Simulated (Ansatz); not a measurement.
## Run report: GaN, band-structure calculation

System: GaN (Immm, 2 atoms in the cell).
Method: DFT, r2SCAN, plane waves, PAW, no spin polarisation (Ansatz 0.2.0).

The structure was built on a prototype by a generator. The geometry comes from this level: r2SCAN (a point of a series of strains). It belongs to a series of runs on one base structure; here: shear_xy strain -0.5%.

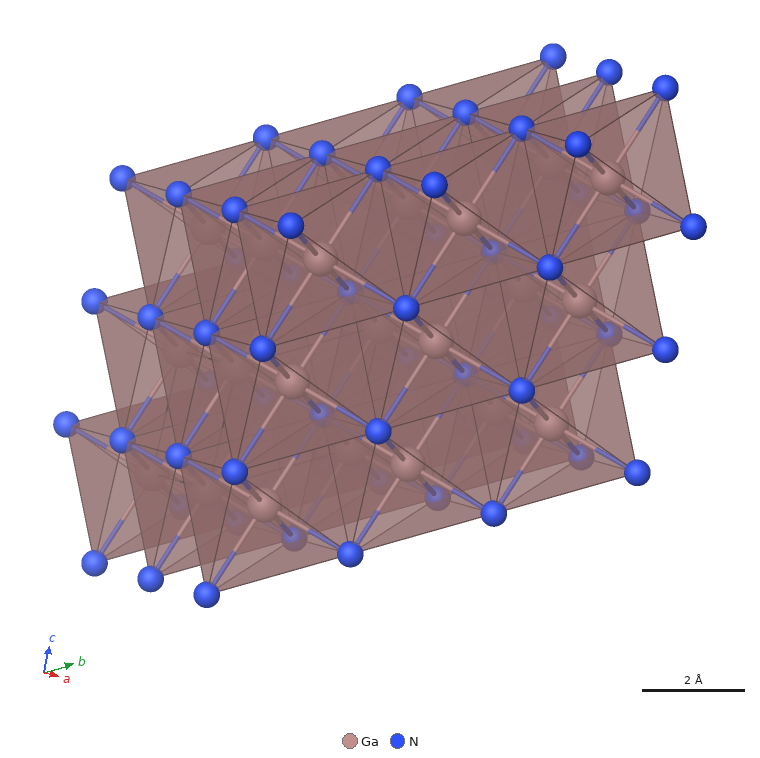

The structure as given in the input (polyhedral view of the reduced cell, repeated 2 × 2 × 2, seen slightly off an axis; polyhedra are completed across the faces of the cell).

## Input
```yaml
crystal:
  lattice:
    - [-0.0052712881, 2.1085152339, 2.1085152339]
    - [2.1085152339, -0.0052712881, 2.1085152339]
    - [2.1032439458, 2.1032439458, 0.0]
  atoms:
    - { symbol: Ga, position: [0.0, 0.0, 0.0] }
    - { symbol: "N", position: [0.5, 0.5, 0.5] }
kpoints:
  mp_grid: { grid: [10, 10, 10] }
  band_path:
    path:
      - [0.0, 0.0, 0.0]
      - [0.5, 0.0, 0.5]
      - [0.625, 0.25, 0.625]
      - [0.375, 0.375, 0.75]
      - [0.5, 0.5, 0.5]
      - [0.5, 0.25, 0.75]
      - [0.1875, 0.1875, 0.375]
    npoints: 1
hamiltonian:
  xc: r2scan
scf:
  occupations: { method: fixed }
  n_extra_bands: 4
output:
  forces: true
  stress: true
  eigenvalues: true
```

Launch command:
```bash
ansatz run input.yaml --threads 4 --pin off --max-ram 3686MiB --backend cpu --events-out ev --progress --plain --runs-dir out
```

## The program's output
```
scf.n_extra_bands = 4 over 9 filled bands (N_el = 18.0): the run solves 13 bands
Engine: ansatz 0.2.0, x86_64-unknown-linux-gnu
Pseudopotentials: kind: paw
Pseudopotential: Ga, paw, valence charge 13, recommended cutoff 500 eV (meta_gga), Ga.paw.azcp
Pseudopotential: N, paw, valence charge 5, recommended cutoff 500 eV (meta_gga), N.paw.azcp
Functional definition: r2SCAN
  parameter k0 = 0.174
  parameter k1 = 0.065
  parameter a1 = 4.9479
  exchange = r2scan_x(k0 = k0, k1 = k1, a1 = a1)
  correlation = r2scan_c
Crystal: 2 atoms, lattice volume = 18.748 Å³
Basis set: ecut = 500 eV, 511 PW (Γ), exchange–correlation on 96×96×96 points (64 copies of the dense FFT grid, shifted against one another)
Bands: 13, of which v1, the nominal top of the filled ones, is band 9 counted from 1 (8 counted from 0)
Symmetry: 8 space group operations
Space group: Immm (ITA 71), of the structure as read, at distance tolerance 2.7e-5 Å
k-points: 171 of 1000
Non-local potential: Ga, projectors of the file, l = 0: 2, l = 1: 2, l = 2: 3, l = 3: 1
Non-local potential: N, projectors of the file, l = 0: 2, l = 1: 2, l = 2: 1
PAW form: soft (Blöchl's): semilocal exchange-correlation on the pseudo side does not see the compensation charge
PAW frozen core: Ga, regenerated for the run's functional (the file was generated under x = pbe(κ = 0.804, μ = 0.2195149727645171), c = pbe(β = 0.06672455060314922))
PAW frozen core: N, regenerated for the run's functional (the file was generated under x = pbe(κ = 0.804, μ = 0.2195149727645171), c = pbe(β = 0.06672455060314922))
PAW one-centre angular grid: Ga, 590 points (default); XC on 160 Gauss nodes
PAW one-centre angular grid: N, 302 points (default); XC on 160 Gauss nodes
Initial density: superposition of atomic densities (neutral atoms: chi_scale 0, normalization atom), corrected by the library's trained network
Initial wavefunctions: pseudopotential atomic-orbital guess
Functional: x = r2scan, c = r2scan; τ floored in thin density (d = 2e-4 eV/Å³)
SCF iter   1: F=—  HF=-4175.381252 eV  |F-HF|=—  |Δ(HF+E_count)|=         —  Δρ=1.66e-2  dr2=1.81e-2  dr2_τ=9.31e-2  ethr=1.77e-3  ⟨swp⟩=4.2  Hψ=10300  notcnv=0  defer=242
preconditioner: auto → none  [insulator: Δε(μ)=1.125 eV  Ē_g=20.646 eV  n_scr=8 (ndim 8)  ℏωp=36.4 eV  f_vac=0.000  ε∞_Penn≈4.1]
SCF iter   2: F=—  HF=-4175.436748 eV  |F-HF|=—  |Δ(HF+E_count)|=   5.55e-2  Δρ=6.88e-3  dr2=4.74e-3  dr2_τ=8.87e-5  ethr=1.00e-4  ⟨swp⟩=2.3  Hψ=5543  notcnv=0  defer=332
SCF iter   3: F=—  HF=-4175.437116 eV  |F-HF|=—  |Δ(HF+E_count)|=   3.68e-4  Δρ=4.10e-3  dr2=1.13e-3  dr2_τ=1.22e-4  ethr=2.63e-5  ⟨swp⟩=2.5  Hψ=3877  notcnv=0  defer=341
SCF iter   4: F=—  HF=-4175.437091 eV  |F-HF|=—  |Δ(HF+E_count)|=   2.57e-5  Δρ=1.00e-3  dr2=1.45e-4  dr2_τ=4.04e-5  ethr=6.31e-6  ⟨swp⟩=2.7  Hψ=3873  notcnv=0  defer=341
SCF iter   5: F=—  HF=-4175.437067 eV  |F-HF|=—  |Δ(HF+E_count)|=   2.33e-5  Δρ=1.74e-4  dr2=5.54e-6  dr2_τ=3.57e-7  ethr=8.04e-7  ⟨swp⟩=2.1  Hψ=3124  notcnv=0  defer=216
SCF iter   6: F=—  HF=-4175.437067 eV  |F-HF|=—  |Δ(HF+E_count)|=   2.41e-7  Δρ=1.09e-4  dr2=2.21e-6  dr2_τ=1.55e-7  ethr=3.08e-8  ⟨swp⟩=2.0  Hψ=3724  notcnv=0
SCF iter   7: F=—  HF=-4175.437067 eV  |F-HF|=—  |Δ(HF+E_count)|=   3.87e-7  Δρ=5.38e-5  dr2=5.53e-7  dr2_τ=6.58e-9  ethr=1.23e-8  ⟨swp⟩=1.0  Hψ=2226  notcnv=0
SCF iter   8: F=-4175.437067 eV  HF=-4175.437067 eV  |F-HF|=2.04e-8  |Δ(HF+E_count)|=   1.15e-7  Δρ=1.26e-5  dr2=3.12e-8  dr2_τ=3.14e-10  ethr=5.56e-10  ⟨swp⟩=4.4  Hψ=10618  notcnv=0
SCF 1 converged in 8 iterations: F = -4175.437067 eV  dr2 = 3.12e-8
  greatest PAW one-centre occupation: 0.996 electrons in one spin orbital (limit 2), on the Ga atom at site 0 (counted from 0), in its partial waves of l = 2
```

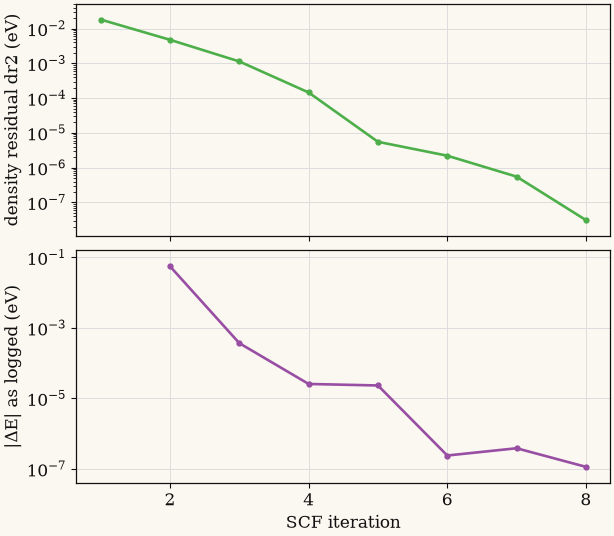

Convergence of the self-consistent field: density residual dr2 and size of the energy change against the SCF iteration. The residual falls at every step.

```
NSCF: frozen V_eff on 7 k-points
SCF converged after 8 iterations
Free energy (F): -4175.437067 eV
Harris-Foulkes:  -4175.437067 eV  (|F-HF|=2.04e-8)
Internal energy: -4175.437067 eV  (E = F + TS)
E sigma→0 (E₀):  -4175.437067 eV
Fermi energy:    13.050280 eV
--- Per-component energies (eV) ---
  E_band       = 38.699520
  E_kinetic    = 248.508577
  E_local      = -1664.609566  (includes V_loc(G=0)·N_el)
  E_nonlocal   = 479.644504
  E_hartree    = 785.204790
  E_xc         = -121.590318
  E_vxc        = -143.119999  (∫ρ·V_xc dr)
  E_paw        = -2141.441298  (= ΣΔE_a)
  E_vpaw       = -459.691796  (= ΣTr[D̂ρ^β])
  E_aug_tail   = -0.000021  (compensation charges beyond the density's cutoff)
  E_vtau       = 7.559752  (kinetic-family band-sum trace: ∫τ·v_τ [+ j·A + Jᵃ·Aᵃ] dr)
  E_ewald      = -1760.471100
  E_core_change = -0.682634  (= ΣΔE_core)
  E_smearing   = -0.000000  (= −TS)
  E_closure    = 0.000000  (closes the sum)
  Σ components = -4175.437067   (vs F -4175.437067, Δ=0.00e0)
--- Forces (eV/Å), atoms counted from 1 ---
  atom   1  Ga     0.00000000     0.00000000    -0.00000000
  atom   2  N      0.00000000     0.00000000     0.00000000
  max |Σ_I F_I| component: 3.06e-30 eV/Å
--- Stress (GPa, compression-positive) ---
       -0.012394       1.176629       0.000000
        1.176629      -0.012394      -0.000000
        0.000000      -0.000000      -0.020866
  P = ⅓ Tr σ = -0.0152 GPa (-0.152 kbar)
--- Band table (eV; the first three rows and the last of 171) ---
  k-point 0: bands = ["-5.0725", "-1.4406", "-1.4401", "-1.4389", "-1.3593", "-1.3591", "12.5051", "12.5378", "12.5709", "15.9148", "28.3735", "28.4502", "28.5259"]
  k-point 1: bands = ["-4.8751", "-1.4470", "-1.4323", "-1.4296", "-1.3735", "-1.3724", "11.3863", "12.5275", "12.5692", "16.8678", "26.2328", "27.7962", "27.8494"]
  k-point 2: bands = ["-4.3047", "-1.4683", "-1.4674", "-1.4621", "-1.3512", "-1.3495", "9.2910", "12.5958", "12.6316", "18.1905", "24.1954", "26.0408", "26.0712"]
  k-point 170: bands = ["-3.4551", "-1.6134", "-1.2501", "-1.1646", "-1.1617", "1.4513", "5.7777", "9.8713", "9.9691", "14.2294", "21.5386", "26.1897", "28.7937"]
```

## File bands.tsv
```
# k_distance	band_0	band_1	band_2	band_3	band_4	band_5	band_6	band_7	band_8	band_9	band_10	band_11	band_12
# fermi_ev = 13.050280
# lock_threshold_ev = 1e-6
# [0, 0, 0] at k_distance = 0.000000
# [0.5, 0, 0.5] at k_distance = 1.489969
# [0.625, 0.25, 0.625] at k_distance = 2.016750
# [0.375, 0.375, 0.75] at k_distance = 2.927642
# [0.5, 0.5, 0.5] at k_distance = 3.840813
# [0.5, 0.25, 0.75] at k_distance = 4.894375
# [0.1875, 0.1875, 0.375] at k_distance = 5.844960
# levels_relative_to = fermi_ev
# free_energy_ev = -4175.437067
# largest_residual_norms_ev = 2.869e-4 9.369e-4 4.063e-4 4.884e-4 1.329e-3 3.858e-4 2.190e-4 9.505e-4 8.796e-4 9.995e-4 2.257e-3 1.198e-3 8.437e-4
0.000000	-18.122769	-14.490900	-14.490342	-14.489224	-14.409547	-14.409359	-0.545215	-0.512515	-0.479352	2.864509	15.323239	15.399946	15.475586
1.489969	-16.505352	-14.663623	-14.300368	-14.213438	-14.213431	-11.598973	-7.272545	-3.130184	-3.130131	1.180270	8.487012	13.137536	15.761235
2.016750	-16.189400	-14.591298	-14.443700	-14.344670	-14.248565	-12.047112	-6.281240	-5.783236	-2.172885	3.799959	9.807771	12.278079	13.609600
2.927642	-16.187119	-14.589509	-14.445866	-14.346721	-14.247292	-12.041437	-6.277054	-5.752844	-2.212910	3.759448	9.825069	12.279111	13.576466
3.840813	-15.024592	-14.690193	-14.675706	-14.669052	-14.269047	-14.268862	-8.363401	-0.198173	-0.178830	5.372668	9.822061	9.858938	10.436910
4.894375	-16.158622	-14.495735	-14.481423	-14.481407	-14.213339	-11.866932	-5.461546	-5.460878	-4.585888	5.760641	10.764456	11.295335	11.302633
5.844960	-16.531979	-14.580450	-14.560958	-14.527270	-14.395305	-14.181523	-5.069448	-2.494164	-0.009923	6.963889	9.268710	10.788827	11.426007
```

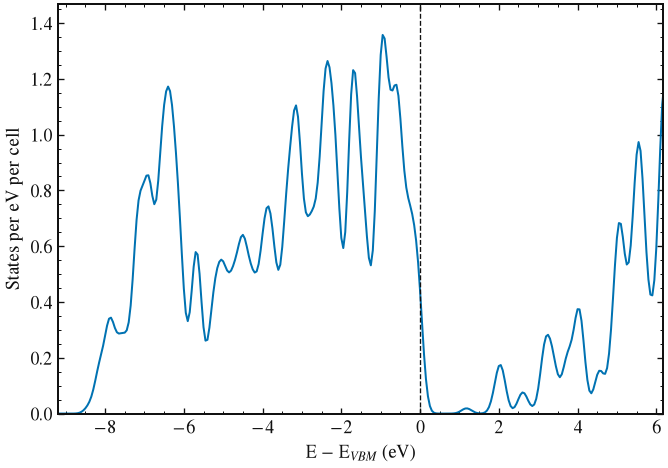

Density of states (the curve is built from the levels of the k mesh with Gaussians 0.3 eV wide, which also blur the band edges), with energies from the valence-band top. There is a gap of 1.18 eV on the k-point mesh. Small ripples come from the finite k-point mesh.

## Results in brief

```tsv
quantity	value
outcome	converged
space group (tolerance 0.01 Å)	Immm (71)
electrons treated	18
free energy	−4175.4371 eV
Fermi energy	13.050 eV
gap on the k-point mesh	1.18 eV
pressure	−0.02 GPa
largest force (length of the vector)	under 0.001 eV/Å
hardware	4 threads of an x86-64 CPU, shared host
wall time	1.9 s (CPU time 5.9 s)
peak memory	0.45 GiB
```
